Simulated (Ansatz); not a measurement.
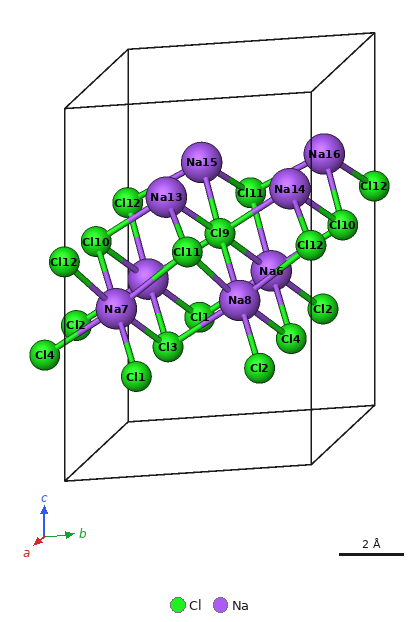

*The structure (ball-and-stick view of the cell of the calculation, with the vacuum cut short, seen slightly off an axis; bonded neighbours outside the cell are drawn too; atoms are numbered from 1 in the order of the input).*

Single-point calculation, with input and output: NaCl

System: NaCl (slab, 16 atoms in the cell).
Method: DFT PBE, scalar-relativistic, plane waves, PAW, no spin polarisation (Ansatz 0.2.0).

The structure derives from an entry of the Crystallography Open Database. It belongs to a series of runs on one base structure; here: the slab at its places in the relaxed adsorbed structure. Figures and captions count atoms from 1; the log counts them from 0 in places.

### Input file
```yaml
crystal:
  lattice:
    - [8.0547591285, 0.0, 0.0]
    - [-4.0273795643, 6.9756260266, 0.0]
    - [0.0, 0.0, 23.7167124665]
  atoms:
    - { symbol: Cl, position: [0.1666666667, 0.3333333333, 0.3373148792] }
    - { symbol: Cl, position: [0.1666666667, 0.8333333333, 0.3373148792] }
    - { symbol: Cl, position: [0.6666666667, 0.3333333333, 0.3373148792] }
    - { symbol: Cl, position: [0.6666666667, 0.8333333333, 0.3373148792] }
    - { symbol: Na, position: [0.3333333333, 0.1666666667, 0.4066402895] }
    - { symbol: Na, position: [0.3333333333, 0.6666666667, 0.4066402895] }
    - { symbol: Na, position: [0.8333333333, 0.1666666667, 0.4066402895] }
    - { symbol: Na, position: [0.8333333333, 0.6666666667, 0.4066402895] }
    - { symbol: Cl, position: [0.5026877424, 0.5020239478, 0.4752126981] }
    - { symbol: Cl, position: [0.5025362752, -0.0002276591, 0.4754266703] }
    - { symbol: Cl, position: [-0.0105030208, 0.4946317664, 0.4893857264] }
    - { symbol: Cl, position: [-0.0062733788, -0.0030326553, 0.4874512023] }
    - { symbol: Na, position: [0.6392790667, 0.3194249966, 0.5398851909] }
    - { symbol: Na, position: [0.6475323439, 0.8227788748, 0.5407917097] }
    - { symbol: Na, position: [0.1969168262, 0.349007451, 0.5508301404] }
    - { symbol: Na, position: [0.1962186864, 0.8463832114, 0.5510976188] }
basis:
  ecutwfc: 420
kpoints:
  mp_grid: { grid: [2, 2, 1] }
hamiltonian:
  xc: pbe
scf:
  occupations: { method: gaussian, width: 0.05 }
output:
  forces: true
  eigenvalues: true
  write_density: true
  volumetric_format: npy
efield:
  axis: 3
  dipole_correction: true
  ramp_width: 0.04
```

Machine: 4 threads of Arm Neoverse V1, 24 GiB of memory available, shared host.

Command:
```bash
ansatz run input.yaml --threads 4 --pin off --max-ram 10240MiB --backend cpu --events-out ev --progress --plain --runs-dir out
```

### Log
```
Engine: ansatz 0.2.0, aarch64-unknown-linux-gnu
Pseudopotentials: kind: paw
Pseudopotential: Cl, paw, valence charge 7, recommended cutoff 420 eV (normal), Cl.paw.azcp
Pseudopotential: Na, paw, valence charge 9, recommended cutoff 420 eV (normal), Na.paw.azcp
Functional definition: PBE
  parameter kappa = 0.804
  parameter beta = 0.06672455060314922
  exchange = pbe_x(kappa = kappa, mu = beta*pi^2/3)
  correlation = pbe_c(beta = beta)
Crystal: 16 atoms, lattice volume = 1332.571 Å³
Basis set: ecut = 420 eV, 26077 PW (Γ), exchange–correlation on 108×108×320 points (8 copies of the dense FFT grid, shifted against one another)
Bands: 80, of which v1, the nominal top of the filled ones, is band 64 counted from 1 (63 counted from 0)
Symmetry: 1 space group operations
Space group: P1 (ITA 1), of the structure as read, at distance tolerance 1.1e-4 Å
k-points: 4
Non-local potential: Cl, projectors of the file, l = 0: 2, l = 1: 2, l = 2: 2
Non-local potential: Na, projectors of the file, l = 0: 3, l = 1: 2, l = 2: 1
PAW form: soft (Blöchl's): semilocal exchange-correlation on the pseudo side does not see the compensation charge
PAW one-centre angular grid: Cl, 110 points (default); XC on 64 Gauss nodes
PAW one-centre angular grid: Na, 110 points (default); XC on 64 Gauss nodes
Initial density: superposition of atomic densities (neutral atoms: chi_scale 0, normalization atom), corrected by the library's trained network
Initial wavefunctions: pseudopotential atomic-orbital guess
Functional: x = pbe(κ = 0.804, μ = 0.2195149727645171), c = pbe(β = 0.06672455060314922)
SCF iter   1: F=—  HF=-20547.156556 eV  |F-HF|=—  |Δ(HF+E_count)|=         —  Δρ=5.86e-3  dr2=8.06e0  ethr=1.77e-3  p=1.531 e·Å  D=2.08e-1 V/Å  ΔV_dip=-4.93 eV  dr2_dipole=3.40e0  V_vac-E_F(+/−)=3.40/8.33 eV  ⟨swp⟩=10.0  Hψ=1536  notcnv=0  defer=16
efield: sawtooth ramp at fractional position 0.9242 (placed from the atoms, in the widest stretch of the axis that holds none; the zero of the levels goes with the place), width 0.0400; the density the first Hamiltonian is built on has a dipole p = 1.531 e·Å; the dipole correction subtracts the counter field D = 2.08e-1 V/Å, which shifts the + side's vacuum level by -4.93 eV against the − side's; the planar-averaged density in the ramp window peaks in size at 2.5e-6 e/Å³
preconditioner: auto → LDOS  [insulator: Δε(μ)=0.104 eV  Ē_g=7.556 eV  σ=0.050 eV  W_gap=0.85  n_scr=150 (ndim 8)  ℏωp=7.6 eV  f_vac=0.633  D(μ)=5.33/eV (n_scr^D=6)  ε∞_Penn≈2.0  β→1.0]
SCF iter   2: F=—  HF=-20546.742445 eV  |F-HF|=—  |Δ(HF+E_count)|=   4.14e-1  Δρ=2.39e-3  dr2=6.50e-1  ethr=1.77e-3  p=1.823 e·Å  D=2.47e-1 V/Å  ΔV_dip=-5.87 eV  dr2_dipole=2.15e-1  V_vac-E_F(+/−)=2.67/8.54 eV  ⟨swp⟩=2.0  Hψ=382  notcnv=0  defer=43
SCF iter   3: F=—  HF=-20546.738020 eV  |F-HF|=—  |Δ(HF+E_count)|=   4.42e-3  Δρ=7.55e-4  dr2=9.87e-2  ethr=5.08e-4  p=1.773 e·Å  D=2.41e-1 V/Å  ΔV_dip=-5.71 eV  dr2_dipole=4.53e-2  V_vac-E_F(+/−)=2.80/8.51 eV  ⟨swp⟩=2.0  Hψ=386  notcnv=0  defer=43
SCF iter   4: F=—  HF=-20546.732007 eV  |F-HF|=—  |Δ(HF+E_count)|=   6.01e-3  Δρ=4.19e-4  dr2=3.17e-2  ethr=7.71e-5  p=1.814 e·Å  D=2.46e-1 V/Å  ΔV_dip=-5.84 eV  dr2_dipole=1.50e-2  V_vac-E_F(+/−)=2.68/8.53 eV  ⟨swp⟩=2.0  Hψ=386  notcnv=0  defer=43
SCF iter   5: F=—  HF=-20546.729657 eV  |F-HF|=—  |Δ(HF+E_count)|=   2.35e-3  Δρ=1.77e-4  dr2=1.24e-3  ethr=2.48e-5  p=1.867 e·Å  D=2.53e-1 V/Å  ΔV_dip=-6.01 eV  dr2_dipole=1.80e-4  V_vac-E_F(+/−)=2.54/8.55 eV  ⟨swp⟩=2.0  Hψ=327  notcnv=0  defer=43
SCF iter   6: F=—  HF=-20546.729521 eV  |F-HF|=—  |Δ(HF+E_count)|=   1.36e-4  Δρ=7.18e-5  dr2=5.09e-4  ethr=9.71e-7  p=1.868 e·Å  D=2.54e-1 V/Å  ΔV_dip=-6.02 eV  dr2_dipole=1.35e-4  V_vac-E_F(+/−)=2.53/8.54 eV  ⟨swp⟩=2.2  Hψ=409  notcnv=0  defer=41
SCF iter   7: F=—  HF=-20546.729536 eV  |F-HF|=—  |Δ(HF+E_count)|=   1.43e-5  Δρ=3.22e-5  dr2=5.54e-5  ethr=3.97e-7  p=1.868 e·Å  D=2.54e-1 V/Å  ΔV_dip=-6.02 eV  dr2_dipole=1.02e-5  V_vac-E_F(+/−)=2.53/8.54 eV  ⟨swp⟩=2.0  Hψ=343  notcnv=0  defer=41
SCF iter   8: F=—  HF=-20546.729925 eV  |F-HF|=—  |Δ(HF+E_count)|=   3.89e-4  Δρ=1.72e-5  dr2=4.62e-5  ethr=4.33e-8  p=1.870 e·Å  D=2.54e-1 V/Å  ΔV_dip=-6.02 eV  dr2_dipole=1.36e-5  V_vac-E_F(+/−)=2.52/8.54 eV  ⟨swp⟩=2.0  Hψ=415  notcnv=0  defer=41
SCF iter   9: F=—  HF=-20546.729926 eV  |F-HF|=—  |Δ(HF+E_count)|=   1.84e-6  Δρ=9.24e-6  dr2=1.35e-5  ethr=3.61e-8  p=1.870 e·Å  D=2.54e-1 V/Å  ΔV_dip=-6.02 eV  dr2_dipole=3.82e-6  V_vac-E_F(+/−)=2.52/8.54 eV  ⟨swp⟩=1.5  Hψ=285  notcnv=0  defer=41
SCF iter  10: F=—  HF=-20546.729927 eV  |F-HF|=—  |Δ(HF+E_count)|=   1.07e-6  Δρ=4.53e-6  dr2=3.78e-6  ethr=1.05e-8  p=1.870 e·Å  D=2.54e-1 V/Å  ΔV_dip=-6.02 eV  dr2_dipole=1.67e-6  V_vac-E_F(+/−)=2.52/8.54 eV  ⟨swp⟩=2.0  Hψ=351  notcnv=0  defer=41
SCF iter  11: F=—  HF=-20546.729927 eV  |F-HF|=—  |Δ(HF+E_count)|=   7.41e-9  Δρ=2.37e-6  dr2=5.77e-7  ethr=2.95e-9  p=1.871 e·Å  D=2.54e-1 V/Å  ΔV_dip=-6.02 eV  dr2_dipole=2.15e-7  V_vac-E_F(+/−)=2.52/8.54 eV  ⟨swp⟩=1.8  Hψ=282  notcnv=0  defer=41
SCF iter  12: F=—  HF=-20546.729928 eV  |F-HF|=—  |Δ(HF+E_count)|=   1.24e-7  Δρ=1.95e-6  dr2=7.06e-7  ethr=4.51e-10  p=1.871 e·Å  D=2.54e-1 V/Å  ΔV_dip=-6.02 eV  dr2_dipole=2.89e-7  V_vac-E_F(+/−)=2.52/8.54 eV  ⟨swp⟩=2.0  Hψ=387  notcnv=0  defer=41
SCF iter  13: F=-20546.729928 eV  HF=-20546.729928 eV  |F-HF|=5.76e-8  |Δ(HF+E_count)|=   2.44e-9  Δρ=5.51e-7  dr2=5.05e-8  ethr=7.81e-11  p=1.871 e·Å  D=2.54e-1 V/Å  ΔV_dip=-6.02 eV  dr2_dipole=1.86e-8  V_vac-E_F(+/−)=2.52/8.54 eV  ⟨swp⟩=17.5  Hψ=1605  notcnv=0
SCF 1 converged in 13 iterations: F = -20546.729928 eV  dr2 = 5.05e-8
  greatest PAW one-centre occupation: 0.999 electrons in one spin orbital (limit 2), on the Na atom at site 12 (counted from 0), in its partial waves of l = 0
```

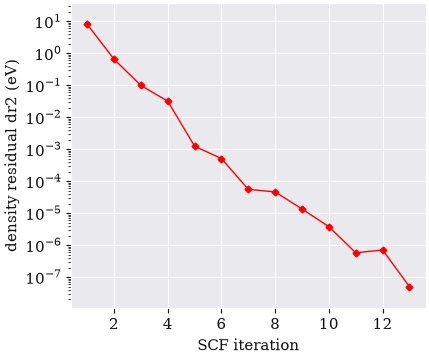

*Convergence of the self-consistent field: density residual dr2 against the SCF iteration.*

The residual falls almost steadily, with no more than small rises.

```
SCF converged after 13 iterations
Free energy (F): -20546.729928 eV
Harris-Foulkes:  -20546.729928 eV  (|F-HF|=5.76e-8)
Internal energy: -20546.715888 eV  (E = F + TS)
E sigma→0 (E₀):  -20546.722908 eV
Entropy (-TS):   -0.014040 eV (-0.877 meV/atom)
Fermi energy:    -3.048064 eV
Dipole field:    D = 0.254102 V/Å  (p = 1.871267 e·Å, saw-weighted, corrected)
Work function:   Φ+ = 2.5168 eV   Φ− = 8.5432 eV
Levels:          The Fermi level and band energies are counted from a zero that moves with the ramp; work functions are not
--- Per-component energies (eV) ---
  E_band       = -2701.947331
  E_kinetic    = 2249.591150
  E_local      = -67304.638594  (includes V_loc(G=0)·N_el)
  E_nonlocal   = 1148.043557
  E_hartree    = 31436.799504
  E_xc         = -1166.689478
  E_vxc        = -1373.575103  (∫ρ·V_xc dr)
  E_paw        = -7379.014990  (= ΣΔE_a)
  E_vpaw       = -293.252483  (= ΣTr[D̂ρ^β])
  E_aug_tail   = 0.000494  (compensation charges beyond the density's cutoff)
  E_efield     = 0.237746  (sawtooth field / dipole correction)
  E_vefield    = -1.701523  (∫n·V_field dr)
  E_ewald      = 20468.954724
  E_smearing   = -0.014040  (= −TS)
  E_closure    = 0.000000  (closes the sum)
  Σ components = -20546.729928   (vs F -20546.729928, Δ=0.00e0)
--- Forces (eV/Å), atoms counted from 1 ---
  atom   1  Cl    -0.02228083    -0.00768274     0.84309487
  atom   2  Cl    -0.01762858    -0.01519309     0.84336352
  atom   3  Cl     0.01938378     0.01031020     0.81331702
  atom   4  Cl     0.01726257     0.01010917     0.80273432
  atom   5  Na    -0.07773418    -0.04949775    -1.16467643
  atom   6  Na    -0.08132830    -0.04706514    -1.16661787
  atom   7  Na     0.08023172     0.04546827    -1.08604076
  atom   8  Na     0.08267607     0.04803566    -1.08834299
  atom   9  Cl    -0.10932644    -0.05444211     0.85547137
  atom  10  Cl    -0.10299521    -0.06625172     0.85799627
  atom  11  Cl     0.16829170     0.09688806     0.77906202
  atom  12  Cl     0.15484576     0.08315736     0.82186392
  atom  13  Na     0.12744042     0.07135720    -0.42743988
  atom  14  Na     0.09509329     0.06230629    -0.46895347
  atom  15  Na    -0.16656754    -0.10066344    -0.60448150
  atom  16  Na    -0.16735700    -0.08683168    -0.61045916
  max |Σ_I F_I| component: 1.09e-4 eV/Å
--- Band table (eV) ---
  k-point 0: bands = ["-56.5958", "-56.5860", "-56.4051", "-56.3647", "-53.5354", "-53.5301", "-53.5127", "-53.5123", "-28.5172", "-28.5160", "-28.5067", "-28.5036", "-28.5006", "-28.4907", "-28.3312", "-28.3218", "-28.3165", "-28.2924", "-28.2788", "-28.2780", "-25.4562", "-25.4555", "-25.4529", "-25.4491", "-25.4470", "-25.4413", "-25.4329", "-25.4280", "-25.4276", "-25.4263", "-25.4246", "-25.4236", "-18.8403", "-18.7112", "-18.6053", "-18.5506", "-15.4175", "-15.2600", "-15.2591", "-15.2586", "-7.9390", "-7.8497", "-7.7618", "-7.5204", "-7.1758", "-7.0599", "-6.9734", "-6.8106", "-6.7785", "-6.7646", "-6.5052", "-6.4303", "-4.2023", "-4.1932", "-4.1860", "-3.9734", "-3.5533", "-3.5252", "-3.5248", "-3.5078", "-3.2399", "-3.2397", "-3.2384", "-2.9838", "-2.9826", "-1.3803", "-1.1159", "-1.0523", "-0.9442", "-0.6443", "-0.6332", "-0.3580", "-0.0307", "1.0074", "1.3517", "1.5658", "1.6257", "1.9110", "1.9388", "1.9532"]
  k-point 1: bands = ["-56.5958", "-56.5860", "-56.4051", "-56.3647", "-53.5354", "-53.5301", "-53.5127", "-53.5123", "-28.5164", "-28.5149", "-28.5067", "-28.5055", "-28.5004", "-28.4907", "-28.3312", "-28.3211", "-28.3165", "-28.2924", "-28.2796", "-28.2781", "-25.4538", "-25.4525", "-25.4511", "-25.4492", "-25.4467", "-25.4454", "-25.4295", "-25.4293", "-25.4286", "-25.4277", "-25.4260", "-25.4254", "-18.7721", "-18.7662", "-18.5991", "-18.5738", "-15.3400", "-15.3395", "-15.2597", "-15.2592", "-7.6351", "-7.6212", "-7.3646", "-7.3595", "-7.2815", "-7.2701", "-7.0516", "-7.0368", "-7.0252", "-7.0069", "-6.6427", "-6.6195", "-3.9847", "-3.9831", "-3.7279", "-3.7257", "-3.5990", "-3.5982", "-3.5203", "-3.5184", "-3.5110", "-3.5108", "-3.1149", "-3.1145", "-2.9841", "-2.9732", "-1.4507", "-1.4251", "-0.2883", "-0.2812", "0.7355", "0.7424", "1.0130", "1.0221", "1.3159", "1.3235", "1.3840", "1.3903", "1.8322", "1.8431"]
  k-point 2: bands = ["-56.5958", "-56.5860", "-56.4051", "-56.3647", "-53.5354", "-53.5301", "-53.5127", "-53.5123", "-28.5170", "-28.5160", "-28.5066", "-28.5035", "-28.5005", "-28.4906", "-28.3312", "-28.3219", "-28.3166", "-28.2924", "-28.2789", "-28.2782", "-25.4548", "-25.4540", "-25.4517", "-25.4482", "-25.4454", "-25.4410", "-25.4347", "-25.4303", "-25.4292", "-25.4273", "-25.4247", "-25.4238", "-18.8042", "-18.7115", "-18.6432", "-18.5522", "-15.3402", "-15.3393", "-15.2601", "-15.2588", "-7.7406", "-7.5043", "-7.4718", "-7.3055", "-7.1903", "-7.1769", "-7.1397", "-7.0985", "-7.0524", "-6.9751", "-6.7558", "-6.4939", "-3.9919", "-3.9772", "-3.7372", "-3.7210", "-3.6015", "-3.5955", "-3.5243", "-3.5178", "-3.5130", "-3.5041", "-3.2243", "-3.1159", "-3.1153", "-2.5400", "-1.6597", "-1.5285", "-0.4103", "-0.1210", "0.7795", "0.8352", "1.0095", "1.0308", "1.2447", "1.2599", "1.3593", "1.6193", "1.6998", "1.9310"]
  k-point 3: bands = ["-56.5958", "-56.5860", "-56.4051", "-56.3647", "-53.5354", "-53.5301", "-53.5127", "-53.5123", "-28.5163", "-28.5149", "-28.5067", "-28.5054", "-28.5004", "-28.4907", "-28.3312", "-28.3211", "-28.3165", "-28.2924", "-28.2796", "-28.2781", "-25.4538", "-25.4525", "-25.4511", "-25.4492", "-25.4466", "-25.4454", "-25.4297", "-25.4291", "-25.4281", "-25.4281", "-25.4258", "-25.4256", "-18.7707", "-18.7677", "-18.5988", "-18.5740", "-15.3400", "-15.3396", "-15.2597", "-15.2593", "-7.6341", "-7.6247", "-7.3674", "-7.3563", "-7.2828", "-7.2669", "-7.0500", "-7.0374", "-7.0260", "-7.0038", "-6.6407", "-6.6248", "-3.9849", "-3.9831", "-3.7280", "-3.7256", "-3.5990", "-3.5981", "-3.5204", "-3.5183", "-3.5110", "-3.5106", "-3.1148", "-3.1145", "-2.9876", "-2.9695", "-1.4510", "-1.4249", "-0.2893", "-0.2801", "0.7356", "0.7426", "1.0166", "1.0176", "1.3149", "1.3249", "1.3823", "1.3920", "1.8313", "1.8438"]
```

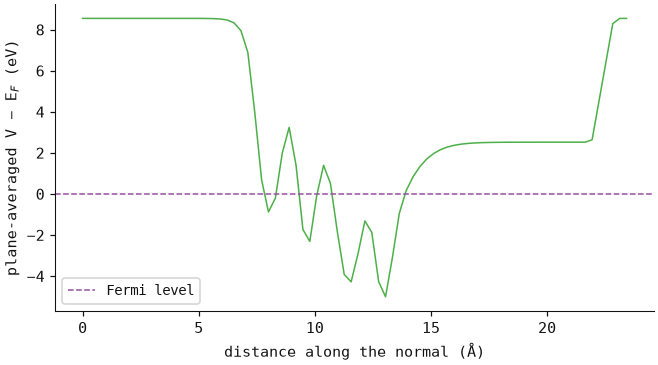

*Plane average of the electrostatic potential energy of an electron across the cell, from the Fermi level.*

The vacuum level lies 2.52 eV above the Fermi level on the upper side and 8.54 eV on the lower.

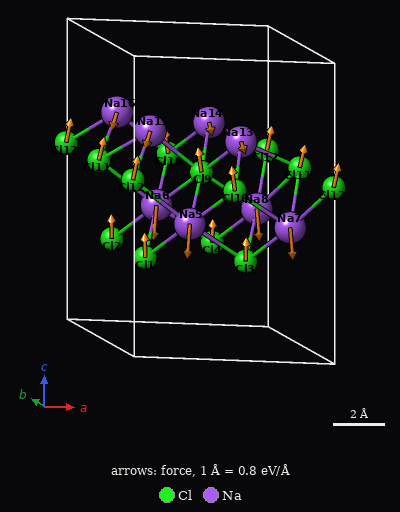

*Forces on the atoms as orange arrows (ball-and-stick view of the cell of the calculation, with the vacuum cut short, seen slightly off an axis; atoms are numbered from 1 in the order of the input).*

The largest act on Na5, Na6 (1.17 eV/Å); Na7, Na8 (1.09 eV/Å); Cl10 (0.87 eV/Å); Cl9 (0.86 eV/Å), among others. The geometry is not a stationary point of this energy.

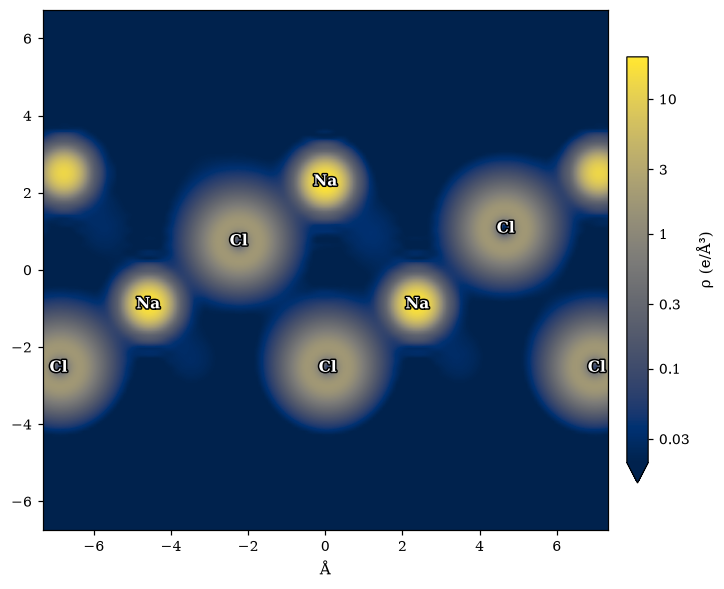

*Valence charge density (pseudo) on the (110) plane of the calculation cell, a cut from vacuum to vacuum.*

The plane passes through Cl and Na nuclei. Na–Cl (2.73 Å): ρ is about 0.17 e/Å³ halfway. Na–Cl (2.85 Å): ρ at the midpoint is about 0.14 e/Å³. Na–Cl (3.02 Å): the density is about 0.09 e/Å³ at the midpoint, with its minimum of 0.05 e/Å³ about 1.2 Å from Na. The density dies away to nearly zero in the vacuum. Core electrons are frozen (PAW), so the fields are smoothed inside the atomic spheres.

### Key numbers

- outcome: converged
- electrons treated: 128
- free energy: −20546.7299 eV
- work function, top face: 2.52 eV
- work function, bottom face: 8.54 eV
- Fermi energy: −3.048 eV
- gap on the k-point mesh: none (metallic)
- work function (upper face): 2.52 eV
- largest force (length of the vector): 1.170 eV/Å
- wall time: 7.8 s (CPU time 29 s)
- peak memory: 2.2 GiB
